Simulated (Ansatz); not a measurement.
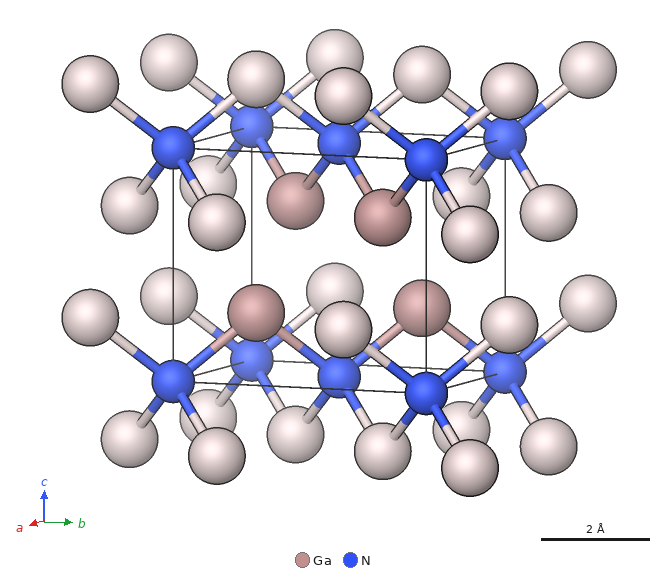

The figure gives a ball-and-stick picture of the atoms, viewed slightly off an axis. The conventional unit cell is drawn as a box. Atoms of adjacent cells appear where they bond to atoms in the box, in fainter colours. Cell: a = 3.78 Å, b = 5.08 Å, c = 4.36 Å, α = 90.00°, β = 90.00°, γ = 90.00°.

Origin of the cell: a structure type filled with these elements by a generator (whether the compound takes this form wasn't checked). Earlier steps of the study may have refined or changed the cell and positions. It was run through Ansatz as a DFT input.

Caption:

The solid is Ga₂N. It belongs to space group C222 (No. 21) and has a base-centred orthorhombic lattice. Atoms per cell: 6 (4 Ga, 2 N). About every Ga there are two N in a bent arrangement at about 2.0 Å. The N atoms are each bonded to four Ga in a distorted tetrahedral arrangement at about 2.0 Å. Not all metal-metal contacts are counted. The bonds build Ga2N layers parallel to (001).

Run with Ansatz, DFT PBE, scalar-relativistic, plane waves, PAW and these settings: a cutoff energy of 420 eV, k-points about 0.14 Å⁻¹ apart, Gaussian smearing of 0.1 eV, no spin polarisation.

Classify it as metallic or gapped, with the value.

A metal: bands cross the Fermi level.

Predict the Bader charges.

Ga +0.73 e; N -1.47 e.

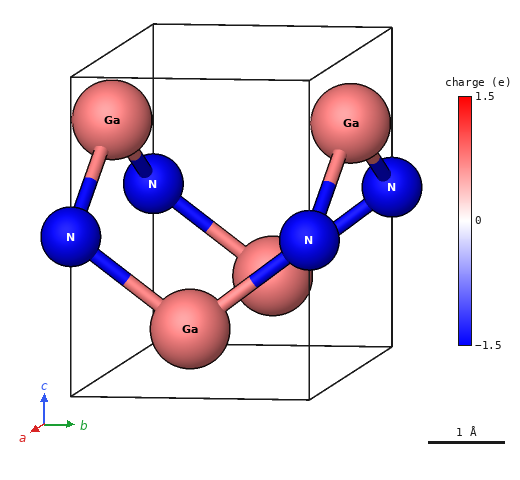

The atoms coloured by those charges. The run's cell of 3 atoms is drawn, so axes and origin can differ from the first picture.

Is the geometry at rest?

Yes. All forces vanish to within 0.01 eV/Å. The pressure is 0.0 GPa, close to zero.
